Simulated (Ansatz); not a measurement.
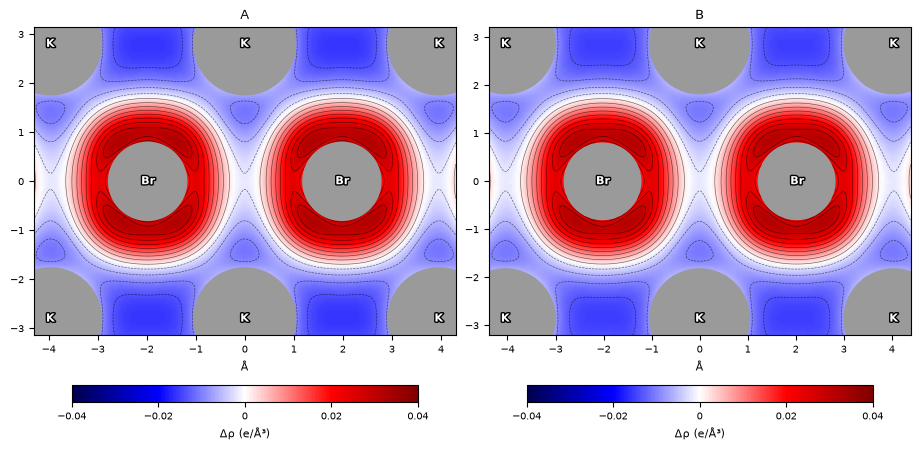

KBr: deformation density on the (011) plane of the conventional cell at two volumes, with the same fractional coordinates and one colour scale. Grey discs cover the cores. Panel A has 94 % of the volume of panel B.

Space group Pm-3m. The cell comes from a database of computed structures, not from a measurement.

Level of theory: Ansatz 0.2.0, DFT PBE, scalar-relativistic, plane waves, PAW.

How do bonds, bonding charge and pressure respond to this change of volume?

From B to A, Br–K goes from 3.50 to 3.43 Å, and Δρ at its midpoint stays at about zero. The pressure is −0.1 GPa in B and 1.1 GPa in A. Bader charges in B: K +0.83 and Br −0.83 e; in A: K +0.82 and Br −0.82 e. The rearranged charge is 0.16 e an atom in B and 0.15 e in A.

Run times: 13 s (base cell) and 13 s (scaled cell), on 1 thread of Arm Neoverse N1 (shared host).
